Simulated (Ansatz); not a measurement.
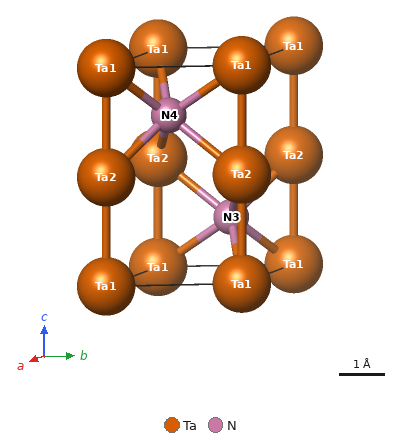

**Figure 1.** The input geometry of run 1 (ball-and-stick view of the cell of the calculation, seen slightly off an axis; atoms are numbered from 1 in the order of the input). An atom can appear more than once, as a periodic image.

# Two runs on TaN

System: TaN (4 atoms in the cell).
Method of run 1: DFT LDA, spin-orbit coupling, plane waves, PAW (Ansatz 0.2.0).

The structure derives from an entry of the Crystallography Open Database. Text and figures count atoms from 1; the logs count them from 0 in places.

## Input file, run 1
```yaml
crystal:
  lattice:
    - [3.0979779679, 0.0, 0.0]
    - [-1.548988984, 2.6829276205, 0.0]
    - [0.0, 0.0, 4.998637059]
  atoms:
    - { symbol: Ta, position: [0.0, 0.0, 0.0] }
    - { symbol: Ta, position: [0.0, 0.0, 0.5] }
    - { symbol: "N", position: [0.3333333333, 0.6666666667, 0.25] }
    - { symbol: "N", position: [0.6666666667, 0.3333333333, 0.75] }
basis:
  ecutwfc: 420
  ecutrho_ratio: 4
kpoints:
  mp_grid: { grid: [8, 8, 4] }
hamiltonian:
  xc: lda
scf:
  occupations: { method: gaussian, width: 0.05 }
output:
  forces: true
  stress: true
  eigenvalues: true
  populations: true
  topological_invariants: true
magnetization:
  noncollinear: true
  spin_orbit: true
```

Command:
```bash
ansatz run input.yaml --threads 4 --pin off --max-ram 9216MiB --backend cpu --events-out ev --progress --plain --runs-dir out
```

Hardware: 4 threads of Arm Neoverse V2, 24 GiB of memory available, shared host.

## Output, shortened to warnings, some set-up lines, iterations and results (run 1)
```
Basis set: ecut = 420 eV, 785 PW (Γ)
Symmetry: 24 space group operations + 24 with time reversal
k-points: 30 of 256
Initial density: superposition of atomic densities (chi_scale 0.1, normalization cell, long waves kept (reshape's long-wave potential 0.00 eV rms))
[...]
SCF iter   1: F=—  HF=-20159.472787 eV  |F-HF|=—  |Δ(HF+E_count)|=         —  Δρ=5.75e-2  dr2=1.28e0  dr2_m=0.00e0 (ungated)  ethr=3.10e-3  |M|=0.00e0 ∫|m|=0.00e0 μB  …
SCF iter   2: F=—  HF=-20159.323447 eV  |F-HF|=—  |Δ(HF+E_count)|=   1.49e-1  Δρ=4.17e-2  dr2=6.48e-1  dr2_m=0.00e0 (ungated)  ethr=3.10e-3  |M|=0.00e0 ∫|m|=0.00e0 μB  …
SCF iter   3: F=—  HF=-20159.162165 eV  |F-HF|=—  |Δ(HF+E_count)|=   1.61e-1  Δρ=1.00e-2  dr2=5.02e-2  dr2_m=0.00e0 (ungated)  ethr=1.80e-3  |M|=0.00e0 ∫|m|=0.00e0 μB  …
SCF iter   4: F=—  HF=-20159.146636 eV  |F-HF|=—  |Δ(HF+E_count)|=   1.55e-2  Δρ=3.06e-3  dr2=3.49e-3  dr2_m=0.00e0 (ungated)  ethr=1.39e-4  |M|=0.00e0 ∫|m|=0.00e0 μB  …
SCF iter   5: F=—  HF=-20159.146190 eV  |F-HF|=—  |Δ(HF+E_count)|=   4.46e-4  Δρ=4.48e-4  dr2=6.56e-5  dr2_m=0.00e0 (ungated)  ethr=9.70e-6  |M|=0.00e0 ∫|m|=0.00e0 μB  …
SCF iter   6: F=—  HF=-20159.146189 eV  |F-HF|=—  |Δ(HF+E_count)|=   1.07e-6  Δρ=1.15e-4  dr2=5.75e-6  dr2_m=0.00e0 (ungated)  ethr=1.82e-7  |M|=0.00e0 ∫|m|=0.00e0 μB  …
SCF iter   7: F=-20159.146188 eV  HF=-20159.146188 eV  |F-HF|=3.02e-8  |Δ(HF+E_count)|=   1.07e-6  Δρ=1.76e-5  dr2=9.34e-8  dr2_m=0.00e0 (ungated)  ethr=2.78e-10  |M|=0.00e0 …
SCF 1 converged in 7 iterations: F = -20159.146188 eV  dr2 = 9.34e-8
NSCF: frozen V_eff on 40 k-points
SCF converged after 7 iterations
Magnetization: |M| = 0.0000 μB,  M = (+0.0000, +0.0000, +0.0000) μB
Absolute magnetization: 0.0000 μB (∫|m|)
  site 0: m = (+0.0000, +0.0000, +0.0000) μB, |m| = 0.0000 μB  (R = 0.90 Å)
  site 1: m = (+0.0000, +0.0000, +0.0000) μB, |m| = 0.0000 μB  (R = 0.90 Å)
  site 2: m = (+0.0000, +0.0000, +0.0000) μB, |m| = 0.0000 μB  (R = 0.90 Å)
  site 3: m = (+0.0000, +0.0000, +0.0000) μB, |m| = 0.0000 μB  (R = 0.90 Å)
Free energy (F): -20159.146188 eV
Harris-Foulkes:  -20159.146188 eV  (|F-HF|=3.02e-8)
Internal energy: -20159.141767 eV  (E = F + TS)
E sigma→0 (E₀):  -20159.143977 eV
Entropy (-TS):   -0.004421 eV (-1.105 meV/atom)
Fermi energy:    21.467599 eV
--- Per-component energies (eV) ---
  E_band       = -88.574353
  E_kinetic    = 1011.463580
  E_local      = -1229.010500  (includes V_loc(G=0)·N_el)
  E_nonlocal   = 130.783978
  E_hartree    = 422.147089
  E_xc         = -557.709806
  E_vxc        = -566.995556  (∫ρ·V_xc dr)
  E_paw        = -16574.038400  (= ΣΔE_a)
  E_vpaw       = -279.109862  (= ΣTr[D̂ρ^β])
  E_aug_tail   = 0.000530  (compensation charges beyond the density's cutoff)
  E_ewald      = -3363.476394
  E_core_change = 0.698156  (= ΣΔE_core)
  E_smearing   = -0.004421  (= −TS)
  E_closure    = 0.000000  (closes the sum)
  Σ components = -20159.146188   (vs F -20159.146188, Δ=0.00e0)
--- Forces (eV/Å), atoms counted from 1 ---
  atom   1  Ta     0.00000000     0.00000000     0.00000000
  atom   2  Ta    -0.00000000     0.00000000     0.00000000
  atom   3  N      0.00000000    -0.00000000     0.00000000
  atom   4  N     -0.00000000     0.00000000     0.00000000
  max |Σ_I F_I| component: 6.48e-17 eV/Å
--- Stress (GPa, compression-positive) ---
       -7.536718       0.000000       0.000000
        0.000000      -7.536718       0.000000
        0.000000       0.000000      69.741709
  P = ⅓ Tr σ = 18.2228 GPa (182.228 kbar)
--- Löwdin populations: 4 sites ---
  site symbol       q [e]
     0     Ta     12.2698
     1     Ta     12.2698
     2      N      5.6571
     3      N      5.6571
  spilling = 0.004061 (of n_electrons = 36.000000)
--- Topological invariants of the lowest 36 bands, as many as the electrons (of this functional, at the state reached) ---
  no Z2 indices: the filled and the empty bands are not found separated everywhere
  by the parities at the time-reversal-invariant momenta: Z2 = 0;(000), z4 = 0, if the filled and the empty bands are apart between them
  bands 36 and 37 are not found separated in these cells of the mesh, within one of each symmetry-equivalent set of those that the search began with, neighbours on one line: 2
[...]
```

For run 2 the input was changed thus:
```diff
-    - [3.0979779679, 0.0, 0.0]
-    - [-1.548988984, 2.6829276205, 0.0]
-    - [0.0, 0.0, 4.998637059]
+    - [3.0480018421, 0.0, 0.0]
+    - [-1.5240009211, 2.639647026, 0.0]
+    - [0.0, 0.0, 4.9179997798]
```

How does run 2 compare with run 1?

With the same functional and potentials, run 2 lies 89.3 meV per atom higher. The pressure goes from 18.22 to 40.54 GPa. The volume per atom goes from 10.39 to 9.89 Å³. The cell is scaled evenly with the atoms at fixed fractional positions, so −ΔP/Δ ln V estimates the bulk modulus midway between the two volumes: about 460 GPa. The number of SCF iterations is the same.

## Output, shortened to warnings, some set-up lines, iterations and results (run 2)
```
Basis set: ecut = 420 eV, 785 PW (Γ)
Symmetry: 24 space group operations + 24 with time reversal
k-points: 30 of 256
Initial density: superposition of atomic densities (chi_scale 0.1, normalization cell, long waves kept (reshape's long-wave potential 0.00 eV rms))
[...]
SCF iter   1: F=—  HF=-20159.153475 eV  |F-HF|=—  |Δ(HF+E_count)|=         —  Δρ=6.22e-2  dr2=1.46e0  dr2_m=0.00e0 (ungated)  ethr=3.10e-3  |M|=0.00e0 ∫|m|=0.00e0 μB  …
SCF iter   2: F=—  HF=-20158.976651 eV  |F-HF|=—  |Δ(HF+E_count)|=   1.77e-1  Δρ=4.38e-2  dr2=6.95e-1  dr2_m=0.00e0 (ungated)  ethr=3.10e-3  |M|=0.00e0 ∫|m|=0.00e0 μB  …
SCF iter   3: F=—  HF=-20158.808975 eV  |F-HF|=—  |Δ(HF+E_count)|=   1.68e-1  Δρ=1.16e-2  dr2=5.99e-2  dr2_m=0.00e0 (ungated)  ethr=1.93e-3  |M|=0.00e0 ∫|m|=0.00e0 μB  …
SCF iter   4: F=—  HF=-20158.789223 eV  |F-HF|=—  |Δ(HF+E_count)|=   1.98e-2  Δρ=3.16e-3  dr2=3.34e-3  dr2_m=0.00e0 (ungated)  ethr=1.66e-4  |M|=0.00e0 ∫|m|=0.00e0 μB  …
SCF iter   5: F=—  HF=-20158.788891 eV  |F-HF|=—  |Δ(HF+E_count)|=   3.32e-4  Δρ=4.53e-4  dr2=6.56e-5  dr2_m=0.00e0 (ungated)  ethr=9.28e-6  |M|=0.00e0 ∫|m|=0.00e0 μB  …
SCF iter   6: F=—  HF=-20158.788887 eV  |F-HF|=—  |Δ(HF+E_count)|=   4.30e-6  Δρ=8.11e-5  dr2=2.81e-6  dr2_m=0.00e0 (ungated)  ethr=1.82e-7  |M|=0.00e0 ∫|m|=0.00e0 μB  …
SCF iter   7: F=-20158.788886 eV  HF=-20158.788886 eV  |F-HF|=3.57e-8  |Δ(HF+E_count)|=   7.09e-7  Δρ=1.62e-5  dr2=8.71e-8  dr2_m=0.00e0 (ungated)  ethr=2.78e-10  |M|=0.00e0 …
SCF 1 converged in 7 iterations: F = -20158.788886 eV  dr2 = 8.71e-8
NSCF: frozen V_eff on 40 k-points
SCF converged after 7 iterations
Magnetization: |M| = 0.0000 μB,  M = (+0.0000, +0.0000, +0.0000) μB
Absolute magnetization: 0.0000 μB (∫|m|)
  site 0: m = (+0.0000, +0.0000, +0.0000) μB, |m| = 0.0000 μB  (R = 0.89 Å)
  site 1: m = (+0.0000, +0.0000, +0.0000) μB, |m| = 0.0000 μB  (R = 0.89 Å)
  site 2: m = (+0.0000, +0.0000, +0.0000) μB, |m| = 0.0000 μB  (R = 0.89 Å)
  site 3: m = (+0.0000, +0.0000, +0.0000) μB, |m| = 0.0000 μB  (R = 0.89 Å)
Free energy (F): -20158.788886 eV
Harris-Foulkes:  -20158.788886 eV  (|F-HF|=3.57e-8)
Internal energy: -20158.785031 eV  (E = F + TS)
E sigma→0 (E₀):  -20158.786958 eV
Entropy (-TS):   -0.003856 eV (-0.964 meV/atom)
Fermi energy:    22.636150 eV
--- Per-component energies (eV) ---
  E_band       = -50.263112
  E_kinetic    = 1019.933686
  E_local      = -1163.598965  (includes V_loc(G=0)·N_el)
  E_nonlocal   = 132.647243
  E_hartree    = 405.851009
  E_xc         = -560.192539
  E_vxc        = -570.154797  (∫ρ·V_xc dr)
  E_paw        = -16575.498991  (= ΣΔE_a)
  E_vpaw       = -280.792202  (= ΣTr[D̂ρ^β])
  E_aug_tail   = 0.000524  (compensation charges beyond the density's cutoff)
  E_ewald      = -3418.625153
  E_core_change = 0.698156  (= ΣΔE_core)
  E_smearing   = -0.003856  (= −TS)
  E_closure    = -0.000000  (closes the sum)
  Σ components = -20158.788886   (vs F -20158.788886, Δ=0.00e0)
--- Forces (eV/Å), atoms counted from 1 ---
  atom   1  Ta     0.00000000     0.00000000     0.00000000
  atom   2  Ta     0.00000000     0.00000000     0.00000000
  atom   3  N      0.00000000     0.00000000     0.00000000
  atom   4  N     -0.00000000     0.00000000     0.00000000
  max |Σ_I F_I| component: 5.55e-17 eV/Å
--- Stress (GPa, compression-positive) ---
       10.494612      -0.000000       0.000000
       -0.000000      10.494612       0.000000
        0.000000       0.000000     100.632112
  P = ⅓ Tr σ = 40.5404 GPa (405.404 kbar)
--- Löwdin populations: 4 sites ---
  site symbol       q [e]
     0     Ta     12.2905
     1     Ta     12.2905
     2      N      5.6375
     3      N      5.6375
  spilling = 0.004000 (of n_electrons = 36.000000)
--- Topological invariants of the lowest 36 bands, as many as the electrons (of this functional, at the state reached) ---
  no Z2 indices: the filled and the empty bands are not found separated everywhere
  by the parities at the time-reversal-invariant momenta: Z2 = 0;(000), z4 = 0, if the filled and the empty bands are apart between them
  bands 36 and 37 are not found separated in these cells of the mesh, within one of each symmetry-equivalent set of those that the search began with, neighbours on one line: 2
[...]
```

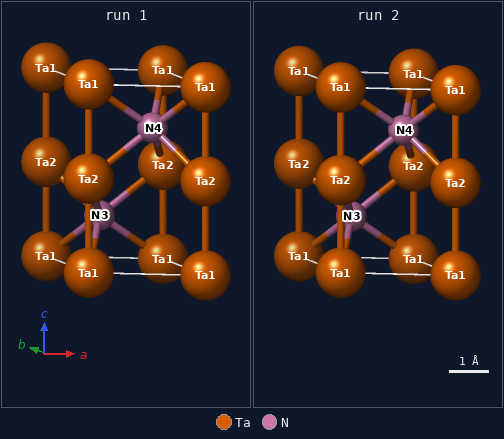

**Figure 2.** The two input geometries at one scale (ball-and-stick view of the cell of the calculation, seen slightly off an axis). No atom moves by more than 0.005 Å relative to the cell. Cell: a = b 3.098 → 3.048 Å (−1.6 %), c 4.999 → 4.918 Å (−1.6 %). Volume −4.8 %. Among the contacts that change: Ta1–Ta2 2.499 → 2.459 Å, Ta1–N3 2.182 → 2.147 Å.

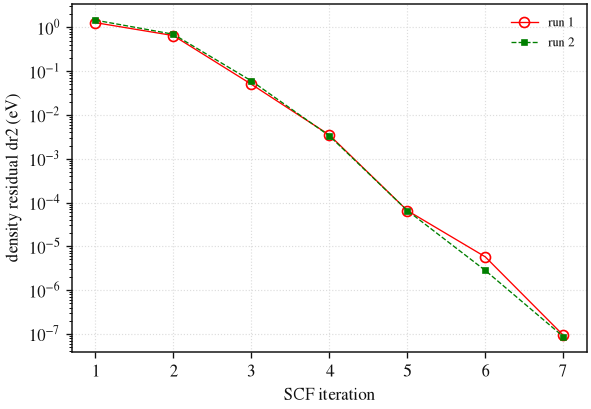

**Figure 3.** Convergence of the two runs: density residual dr2 against the SCF iteration. Run 1 takes 7 iterations in all, and run 2 takes 7.

## The two runs side by side

```tsv
quantity	run 1	run 2
outcome	converged	converged
free energy per atom (eV)	−5039.7865	−5039.6972
energy per atom, smearing taken to zero (eV)	−5039.7860	−5039.6967
gap on the mesh (eV)	0.00	0.00
net moment of the cell (μB)	0.00	0.00
absolute moment of the cell (μB)	0.00	0.00
pressure (GPa)	18.22	40.54
volume per atom (Å³)	10.39	9.89
largest force (eV/Å)	0.000	0.000
SCF iterations	7	7
irreducible k-points	30	30
plane waves at Γ	785	785
wall time (shared host)	1.9 min	99 s
```
